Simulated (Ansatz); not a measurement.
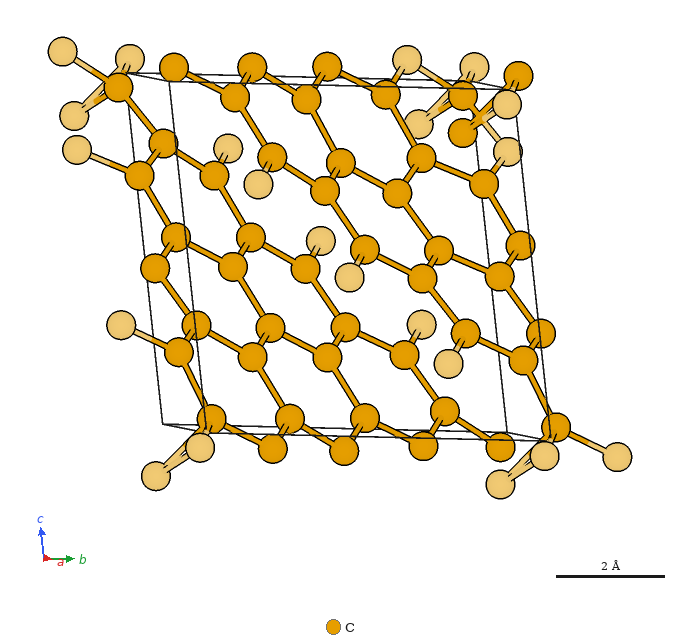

Fig. 1: The structure as given in the input (ball-and-stick view of the cell of the calculation, seen at an oblique angle; neighbours outside the cell are drawn fainter). Near neighbours in the crystal (not all of them lie inside the picture): C has 3 C at 1.40 to 1.46 Å; C has 4 C at 1.44 to 1.53 Å; C has 2 C at 1.48 to 1.52 Å.

**C: nudged elastic band (part 1 of 3)**

The run: nudged elastic band of C (defect cell, 33 atoms in the cell). Method and program: DFT PBE+D3(BJ), scalar-relativistic, plane waves, PAW, no spin polarisation (Ansatz 0.2.0).

The structure derives from a Materials Project entry. It belongs to a series of runs on one base structure; here: climbing-image band for the jump of C by 1.36 A.

### Input
```yaml
crystal:
  lattice:
    - [5.6709571532, 0.0, -3.4026574365]
    - [-2.8677434801, -4.9298468452, -3.3594911937]
    - [-2.8677434801, 4.9298468452, -3.3594911937]
  atoms:
    - { symbol: C, position: [0.419066847, 0.0444476083, 0.543148098] }
    - { symbol: C, position: [0.6497610557, 0.7768902891, 0.5282918402] }
    - { symbol: C, position: [0.9044815856, 0.5294222026, 0.5313258053] }
    - { symbol: C, position: [0.417113581, 0.2914674294, 0.2911639287] }
    - { symbol: C, position: [0.1686949714, 0.2938227585, 0.5423561351] }
    - { symbol: C, position: [0.6705151696, 0.0452163907, 0.2988664436] }
    - { symbol: C, position: [0.9179782442, 0.7951442916, 0.2996239143] }
    - { symbol: C, position: [0.4146025492, 0.5386110572, 0.0400751032] }
    - { symbol: C, position: [0.1666518783, 0.5417066137, 0.2925226556] }
    - { symbol: C, position: [0.6635252821, 0.2888702352, 0.038685524] }
    - { symbol: C, position: [0.9038665165, 0.0307306395, 0.0376368749] }
    - { symbol: C, position: [0.4099093773, 0.7850163768, 0.7855995073] }
    - { symbol: C, position: [0.185074991, 0.8020408551, 0.0598208789] }
    - { symbol: C, position: [0.6429163956, 0.5193145593, 0.7712257296] }
    - { symbol: C, position: [0.9119874347, 0.287843218, 0.788818495] }
    - { symbol: C, position: [0.1915459752, 0.065774196, 0.8046737829] }
    - { symbol: C, position: [0.5794214419, 0.9542080061, 0.4568337933] }
    - { symbol: C, position: [0.8228330055, 0.698381023, 0.4511116273] }
    - { symbol: C, position: [0.0786282924, 0.4545881912, 0.4546181385] }
    - { symbol: C, position: [0.5841187677, 0.2094579022, 0.2100530386] }
    - { symbol: C, position: [0.3362124726, 0.2113924029, 0.4607887698] }
    - { symbol: C, position: [0.8385048246, 0.9643450906, 0.2247489338] }
    - { symbol: C, position: [0.0898132363, 0.7143073113, 0.21550586] }
    - { symbol: C, position: [0.5729029173, 0.4480911619, 0.9484970546] }
    - { symbol: C, position: [0.3333481217, 0.4582933863, 0.2088360713] }
    - { symbol: C, position: [0.829471096, 0.2087915131, 0.9553814056] }
    - { symbol: C, position: [0.0980896907, 0.963939041, 0.9594327991] }
    - { symbol: C, position: [0.5564266359, 0.6850958492, 0.6866176438] }
    - { symbol: C, position: [0.3375994329, 0.7097354339, 0.9625293777] }
    - { symbol: C, position: [0.8176360293, 0.4427248028, 0.6946831271] }
    - { symbol: C, position: [0.0927463791, 0.2164072542, 0.7144334478] }
    - { symbol: C, position: [0.3430015565, 0.9674075424, 0.7146626975] }
    - { symbol: C, position: [0.8954567665, 0.851942116, 0.8707575855] }
basis:
  ecutwfc: 420
  xc_grid: 2
kpoints:
  mp_grid: { grid: [2, 2, 2], shift: [0.5, 0.5, 0.5] }
hamiltonian:
  xc: pbe
  dispersion: d3bj
scf:
  occupations: { method: gaussian, width: 0.02 }
output:
  forces: true
neb:
  images: 5
  f_tol: 0.05
  max_iterations: 70
  order_check: false
  final_atoms:
    - { symbol: C, position: [0.4166518783, 0.0417066137, 0.5411639287] }
    - { symbol: C, position: [0.6601867637, 0.7856926887, 0.53449414] }
    - { symbol: C, position: [0.9114951754, 0.5356549094, 0.5252510662] }
    - { symbol: C, position: [0.4137875274, 0.2886075971, 0.2892112302] }
    - { symbol: C, position: [0.1658812323, 0.2905420978, 0.5399469614] }
    - { symbol: C, position: [0.6713717076, 0.0454118088, 0.2953818615] }
    - { symbol: C, position: [0.9271669945, 0.801618977, 0.2988883727] }
    - { symbol: C, position: [0.4069984435, 0.5325924576, 0.0353373025] }
    - { symbol: C, position: [0.1705785581, 0.5457919939, 0.2931662067] }
    - { symbol: C, position: [0.6572536209, 0.2835927458, 0.0355665522] }
    - { symbol: C, position: [0.9323639707, 0.0572751972, 0.0553168729] }
    - { symbol: C, position: [0.4124005671, 0.7902645661, 0.7874706223] }
    - { symbol: C, position: [0.1935733641, 0.8149041508, 0.0633823562] }
    - { symbol: C, position: [0.6519103093, 0.536060959, 0.7905672009] }
    - { symbol: C, position: [0.920528904, 0.2912084869, 0.7946185944] }
    - { symbol: C, position: [0.1770970827, 0.0519088381, 0.8015029454] }
    - { symbol: C, position: [0.5833481217, 0.9582933863, 0.4574773444] }
    - { symbol: C, position: [0.8320217558, 0.7048557084, 0.4503760857] }
    - { symbol: C, position: [0.0794848304, 0.4547836093, 0.4511335564] }
    - { symbol: C, position: [0.5813050286, 0.2061772415, 0.2076438649] }
    - { symbol: C, position: [0.332886419, 0.2085325706, 0.4588360713] }
    - { symbol: C, position: [0.8455184144, 0.9705777974, 0.2186741947] }
    - { symbol: C, position: [0.1002389443, 0.7231097109, 0.2217081598] }
    - { symbol: C, position: [0.5584540248, 0.434225804, 0.9453262171] }
    - { symbol: C, position: [0.330933153, 0.4555523917, 0.206851902] }
    - { symbol: C, position: [0.8380125653, 0.212156782, 0.961181505] }
    - { symbol: C, position: [0.1070836044, 0.9806854407, 0.9787742704] }
    - { symbol: C, position: [0.564925009, 0.6979591449, 0.6901791211] }
    - { symbol: C, position: [0.3400906227, 0.7149836232, 0.9644004927] }
    - { symbol: C, position: [0.8461334835, 0.4692693605, 0.7123631251] }
    - { symbol: C, position: [0.0864747179, 0.2111297648, 0.711314476] }
    - { symbol: C, position: [0.3353974508, 0.9613889428, 0.7099248968] }
    - { symbol: C, position: [0.8545432335, 0.648057884, 0.8792424145] }
```

Run as:
```bash
ansatz run input.yaml --threads 4 --pin off --max-ram 8192MiB --backend cpu --events-out ev --progress --plain --runs-dir out
```

### The program's output
```
Warning: neb: disabling space-group detection — the band's intermediate images generally break the endpoint symmetry, so no spatial operation reduces the k-mesh or symmetrises the density, except that a semilocal band can use its path's symmetry ahead of convergence; time reversal is kept, so that k and −k are solved as one point where they differ and the mesh holds both, and exact exchange and, on two spinor components, a DFT+U term hold to it where the run has them: on two components no moment then forms, and a state that bears one, which a typed moment (crystal.atoms[].spin; refused beside efield: under a hybrid functional) reaches, can lie lower, under hf by electronvolts; crystal.symmetry.detect: false (a key that needs symmetry detection or time reversal refuses this as the deck is read) with time_reversal: false beside it drops time reversal too
Engine: ansatz 0.2.0, aarch64-unknown-linux-gnu
Pseudopotentials: kind: paw
Pseudopotential: C, paw, valence charge 4, recommended cutoff 420 eV (normal), C.paw.azcp
Functional definition: PBE
  parameter kappa = 0.804
  parameter beta = 0.06672455060314922
  exchange = pbe_x(kappa = kappa, mu = beta*pi^2/3)
  correlation = pbe_c(beta = beta)
parallel-image band execution: 4 concurrent image workers
NEB image 0
Crystal: 33 atoms, lattice volume = 284.053 Å³
Basis set: ecut = 420 eV, 5517 PW (Γ), exchange–correlation on 90×90×90 points (8 copies of the dense FFT grid, shifted against one another)
Bands: 99, of which v1, the nominal top of the filled ones, is band 66 counted from 1 (65 counted from 0)
Symmetry: 1 space group operations
k-points: 4 of 8 (time reversal used)
Non-local potential: C, projectors of the file, l = 0: 2, l = 1: 2, l = 2: 1
PAW form: soft (Blöchl's): semilocal exchange-correlation on the pseudo side does not see the compensation charge
PAW one-centre angular grid: C, 110 points (default); XC on 64 Gauss nodes
Initial density: superposition of atomic densities (neutral atoms: chi_scale 0, normalization atom), corrected by the library's trained network
Initial wavefunctions: pseudopotential atomic-orbital guess
Functional: x = pbe(κ = 0.804, μ = 0.2195149727645171), c = pbe(β = 0.06672455060314922)
SCF iter   1: F=—  HF=-8278.471834 eV  |F-HF|=—  |Δ(HF+E_count)|=         —  Δρ=1.13e-2  dr2=5.57e-1  ethr=1.77e-3  ⟨swp⟩=6.5  Hψ=1840  notcnv=0  defer=88
preconditioner: auto → Resta (q_TF=auto, 2.401 Å⁻¹)  ε∞=3.7  [insulator: Δε(μ)=0.413 eV  Ē_g=15.474 eV  σ=0.020 eV  W_gap=1.00  n_scr=74 (ndim 8)  ℏωp=25.3 eV  f_vac=0.009  D(μ)=0.00/eV (n_scr^D=0)  ε∞_Penn≈3.7]
SCF iter   2: F=—  HF=-8278.384923 eV  |F-HF|=—  |Δ(HF+E_count)|=   8.69e-2  Δρ=5.31e-3  dr2=1.25e-1  ethr=4.22e-4  ⟨swp⟩=2.0  Hψ=490  notcnv=0  defer=103
SCF iter   3: F=—  HF=-8278.361562 eV  |F-HF|=—  |Δ(HF+E_count)|=   2.34e-2  Δρ=1.05e-3  dr2=1.92e-3  ethr=9.44e-5  ⟨swp⟩=2.2  Hψ=462  notcnv=0  defer=103
SCF iter   4: F=—  HF=-8278.361663 eV  |F-HF|=—  |Δ(HF+E_count)|=   1.01e-4  Δρ=2.59e-4  dr2=1.86e-4  ethr=1.46e-6  ⟨swp⟩=2.0  Hψ=636  notcnv=0  defer=103
SCF iter   5: F=—  HF=-8278.361659 eV  |F-HF|=—  |Δ(HF+E_count)|=   3.96e-6  Δρ=7.24e-5  dr2=1.20e-5  ethr=1.41e-7  ⟨swp⟩=2.5  Hψ=487  notcnv=0  defer=103
SCF iter   6: F=—  HF=-8278.361513 eV  |F-HF|=—  |Δ(HF+E_count)|=   1.46e-4  Δρ=2.69e-5  dr2=1.94e-6  ethr=9.06e-9  ⟨swp⟩=2.0  Hψ=532  notcnv=0  defer=103
SCF iter   7: F=-8278.361514 eV  HF=-8278.361514 eV  |F-HF|=7.91e-8  |Δ(HF+E_count)|=   4.00e-7  Δρ=5.01e-6  dr2=7.84e-8  ethr=7.58e-11  ⟨swp⟩=4.0  Hψ=1415  notcnv=0
SCF 1 converged in 7 iterations: F = -8278.361514 eV  dr2 = 7.84e-8
  greatest PAW one-centre occupation: 0.749 electrons in one spin orbital (limit 2), on the C atom at site 32 (counted from 0), in its partial waves of l = 0
NSCF: frozen V_eff on 4 k-points
NEB image 6
SCF iter   1: F=—  HF=-8278.471822 eV  |F-HF|=—  |Δ(HF+E_count)|=         —  Δρ=1.13e-2  dr2=5.57e-1  ethr=1.77e-3  ⟨swp⟩=6.5  Hψ=1840  notcnv=0  defer=87
preconditioner: auto → Resta (q_TF=auto, 2.401 Å⁻¹)  ε∞=3.7  [insulator: Δε(μ)=0.413 eV  Ē_g=15.475 eV  σ=0.020 eV  W_gap=1.00  n_scr=74 (ndim 8)  ℏωp=25.3 eV  f_vac=0.009  D(μ)=0.00/eV (n_scr^D=0)  ε∞_Penn≈3.7]
SCF iter   2: F=—  HF=-8278.385021 eV  |F-HF|=—  |Δ(HF+E_count)|=   8.68e-2  Δρ=5.32e-3  dr2=1.25e-1  ethr=4.22e-4  ⟨swp⟩=2.0  Hψ=490  notcnv=0  defer=103
SCF iter   3: F=—  HF=-8278.361605 eV  |F-HF|=—  |Δ(HF+E_count)|=   2.34e-2  Δρ=1.05e-3  dr2=1.92e-3  ethr=9.46e-5  ⟨swp⟩=2.5  Hψ=518  notcnv=0  defer=103
SCF iter   4: F=—  HF=-8278.361703 eV  |F-HF|=—  |Δ(HF+E_count)|=   9.74e-5  Δρ=2.54e-4  dr2=1.83e-4  ethr=1.45e-6  ⟨swp⟩=2.2  Hψ=636  notcnv=0  defer=103
SCF iter   5: F=—  HF=-8278.361700 eV  |F-HF|=—  |Δ(HF+E_count)|=   2.59e-6  Δρ=6.89e-5  dr2=1.11e-5  ethr=1.39e-7  ⟨swp⟩=2.2  Hψ=418  notcnv=0  defer=103
SCF iter   6: F=—  HF=-8278.361513 eV  |F-HF|=—  |Δ(HF+E_count)|=   1.87e-4  Δρ=2.63e-5  dr2=1.82e-6  ethr=8.43e-9  ⟨swp⟩=2.5  Hψ=562  notcnv=0  defer=103
SCF iter   7: F=-8278.361514 eV  HF=-8278.361514 eV  |F-HF|=7.91e-8  |Δ(HF+E_count)|=   3.94e-7  Δρ=4.90e-6  dr2=7.51e-8  ethr=7.58e-11  ⟨swp⟩=3.8  Hψ=1398  notcnv=0
SCF 2 converged in 7 iterations: F = -8278.361514 eV  dr2 = 7.51e-8
[... from here on the iterations of each SCF are left out, up to the last one ...]
NSCF: frozen V_eff on 4 k-points
NEB end point (image 0): max|allowed force component| = 1.051e-2 eV/Å (the criterion of neb.relax_end_points is 1.000e-2)
NEB end point (image 6): max|allowed force component| = 1.051e-2 eV/Å (the criterion of neb.relax_end_points is 1.000e-2)
NEB image 1
preconditioner: auto → Resta (q_TF=auto, 2.401 Å⁻¹)  ε∞=3.7  [insulator: Δε(μ)=0.306 eV  Ē_g=15.373 eV  σ=0.020 eV  W_gap=1.00  n_scr=74 (ndim 8)  ℏωp=25.3 eV  f_vac=0.009  D(μ)=0.00/eV (n_scr^D=0)  ε∞_Penn≈3.7]
SCF 3 converged in 7 iterations: F = -8277.980143 eV  dr2 = 5.37e-8
NEB image 2
preconditioner: auto → Resta (q_TF=auto, 2.401 Å⁻¹)  ε∞=3.7  [insulator: Δε(μ)=0.185 eV  Ē_g=15.322 eV  σ=0.020 eV  W_gap=1.00  n_scr=74 (ndim 8)  ℏωp=25.3 eV  f_vac=0.009  D(μ)=0.00/eV (n_scr^D=0)  ε∞_Penn≈3.7]
SCF 4 converged in 7 iterations: F = -8277.307135 eV  dr2 = 1.69e-8
NEB image 3
preconditioner: auto → Resta (q_TF=auto, 2.401 Å⁻¹)  ε∞=3.7  [insulator: Δε(μ)=0.118 eV  Ē_g=15.287 eV  σ=0.020 eV  W_gap=1.00  n_scr=74 (ndim 8)  ℏωp=25.3 eV  f_vac=0.009  D(μ)=0.00/eV (n_scr^D=0)  ε∞_Penn≈3.7]
SCF 5 converged in 7 iterations: F = -8276.960727 eV  dr2 = 1.39e-8
NEB image 4
preconditioner: auto → Resta (q_TF=auto, 2.401 Å⁻¹)  ε∞=3.7  [insulator: Δε(μ)=0.185 eV  Ē_g=15.308 eV  σ=0.020 eV  W_gap=1.00  n_scr=74 (ndim 8)  ℏωp=25.3 eV  f_vac=0.009  D(μ)=0.00/eV (n_scr^D=0)  ε∞_Penn≈3.7]
SCF 6 converged in 7 iterations: F = -8277.307135 eV  dr2 = 1.71e-8
NEB image 5
preconditioner: auto → Resta (q_TF=auto, 2.401 Å⁻¹)  ε∞=3.7  [insulator: Δε(μ)=0.306 eV  Ē_g=15.375 eV  σ=0.020 eV  W_gap=1.00  n_scr=74 (ndim 8)  ℏωp=25.3 eV  f_vac=0.009  D(μ)=0.00/eV (n_scr^D=0)  ε∞_Penn≈3.7]
SCF 7 converged in 7 iterations: F = -8277.980143 eV  dr2 = 5.22e-8
NEB iter   1: max|band force component| = 1.197e0 eV/Å  barrier→ = 1.4008 eV  barrier← = 1.4008 eV  Δτ_max = 0.0589 Å  (49 SCF iters)
NEB image 1
Initial density: handed on by an earlier stage of this run
Initial wavefunctions: those handed on with the density
preconditioner: auto → Resta (q_TF=auto, 2.401 Å⁻¹)  ε∞=3.7  [insulator: Δε(μ)=0.222 eV  Ē_g=15.325 eV  σ=0.020 eV  W_gap=1.00  n_scr=74 (ndim 8)  ℏωp=25.3 eV  f_vac=0.008  D(μ)=0.00/eV (n_scr^D=0)  ε∞_Penn≈3.7]
SCF 8 converged in 7 iterations: F = -8278.125314 eV  dr2 = 6.42e-9
NEB image 2
preconditioner: auto → Resta (q_TF=auto, 2.401 Å⁻¹)  ε∞=3.8  [insulator: Δε(μ)=0.172 eV  Ē_g=15.244 eV  σ=0.020 eV  W_gap=1.00  n_scr=74 (ndim 8)  ℏωp=25.3 eV  f_vac=0.005  D(μ)=0.00/eV (n_scr^D=0)  ε∞_Penn≈3.8]
SCF 9 converged in 7 iterations: F = -8277.524475 eV  dr2 = 4.90e-9
NEB image 3
preconditioner: auto → Resta (q_TF=auto, 2.401 Å⁻¹)  ε∞=3.8  [insulator: Δε(μ)=0.095 eV  Ē_g=15.206 eV  σ=0.020 eV  W_gap=1.00  n_scr=74 (ndim 8)  ℏωp=25.3 eV  f_vac=0.004  D(μ)=0.10/eV (n_scr^D=0)  ε∞_Penn≈3.8]
SCF 10 converged in 7 iterations: F = -8277.165393 eV  dr2 = 1.51e-8
NEB image 4
SCF 11 converged in 7 iterations: F = -8277.524475 eV  dr2 = 4.81e-9
NEB image 5
SCF 12 converged in 7 iterations: F = -8278.125313 eV  dr2 = 5.63e-9
NEB iter   2: max|band force component| = 9.569e-1 eV/Å  barrier→ = 1.1961 eV  barrier← = 1.1961 eV  Δτ_max = 0.0912 Å  (35 SCF iters)
[... from here on the SCF iterations and repeated set-up lines of each step are left out, up to the last step ...]
NEB image 1
SCF 13 converged in 7 iterations: F = -8278.221003 eV  dr2 = 1.09e-8
NEB image 2
SCF 14 converged in 6 iterations: F = -8277.671455 eV  dr2 = 7.91e-8
NEB image 3
SCF 15 converged in 7 iterations: F = -8277.211531 eV  dr2 = 4.08e-9
NEB image 4
SCF 16 converged in 6 iterations: F = -8277.671460 eV  dr2 = 7.96e-8
NEB image 5
SCF 17 converged in 7 iterations: F = -8278.221005 eV  dr2 = 1.16e-8
NEB iter   3: max|band force component| = 4.855e-1 eV/Å  barrier→ = 1.1500 eV  barrier← = 1.1500 eV  CI = image 3  Δτ_max = 0.0472 Å  (33 SCF iters)
NEB image 1
SCF 18 converged in 6 iterations: F = -8278.208846 eV  dr2 = 1.06e-8
NEB image 2
SCF 19 converged in 6 iterations: F = -8277.723421 eV  dr2 = 3.11e-8
NEB image 3
SCF 20 converged in 6 iterations: F = -8277.214631 eV  dr2 = 5.14e-9
NEB image 4
SCF 21 converged in 6 iterations: F = -8277.723422 eV  dr2 = 3.10e-8
NEB image 5
SCF 22 converged in 6 iterations: F = -8278.208846 eV  dr2 = 1.06e-8
NEB iter   4: max|band force component| = 2.931e-1 eV/Å  barrier→ = 1.1469 eV  barrier← = 1.1469 eV  CI = image 3  Δτ_max = 0.0365 Å  (30 SCF iters)
NEB image 1
SCF 23 converged in 6 iterations: F = -8278.205159 eV  dr2 = 1.23e-8
NEB image 2
SCF 24 converged in 6 iterations: F = -8277.763324 eV  dr2 = 1.56e-8
NEB image 3
SCF 25 converged in 6 iterations: F = -8277.215051 eV  dr2 = 1.45e-9
NEB image 4
SCF 26 converged in 6 iterations: F = -8277.763328 eV  dr2 = 1.61e-8
NEB image 5
SCF 27 converged in 6 iterations: F = -8278.205159 eV  dr2 = 1.23e-8
NEB iter   5: max|band force component| = 1.614e-1 eV/Å  barrier→ = 1.1465 eV  barrier← = 1.1465 eV  CI = image 3  Δτ_max = 0.0063 Å  (30 SCF iters)
NEB image 1
SCF 28 converged in 6 iterations: F = -8278.207536 eV  dr2 = 1.32e-9
NEB image 2
SCF 29 converged in 6 iterations: F = -8277.765414 eV  dr2 = 4.04e-10
NEB image 3
SCF 30 converged in 6 iterations: F = -8277.215242 eV  dr2 = 1.23e-10
NEB image 4
SCF 31 converged in 6 iterations: F = -8277.765418 eV  dr2 = 4.12e-10
NEB image 5
SCF 32 converged in 6 iterations: F = -8278.207535 eV  dr2 = 1.31e-9
NEB iter   6: max|band force component| = 7.005e-2 eV/Å  barrier→ = 1.1463 eV  barrier← = 1.1463 eV  CI = image 3  Δτ_max = 0.0025 Å  (30 SCF iters)
NEB image 1
preconditioner: auto → Resta (q_TF=auto, 2.401 Å⁻¹)  ε∞=3.7  [insulator: Δε(μ)=0.419 eV  Ē_g=15.361 eV  σ=0.020 eV  W_gap=1.00  n_scr=74 (ndim 8)  ℏωp=25.3 eV  f_vac=0.008  D(μ)=0.00/eV (n_scr^D=0)  ε∞_Penn≈3.7]
SCF 33 converged in 6 iterations: F = -8278.208530 eV  dr2 = 2.06e-10
NEB image 2
preconditioner: auto → Resta (q_TF=auto, 2.401 Å⁻¹)  ε∞=3.7  [insulator: Δε(μ)=0.268 eV  Ē_g=15.277 eV  σ=0.020 eV  W_gap=1.00  n_scr=74 (ndim 8)  ℏωp=25.3 eV  f_vac=0.005  D(μ)=0.00/eV (n_scr^D=0)  ε∞_Penn≈3.7]
SCF 34 converged in 6 iterations: F = -8277.763055 eV  dr2 = 1.30e-10
```
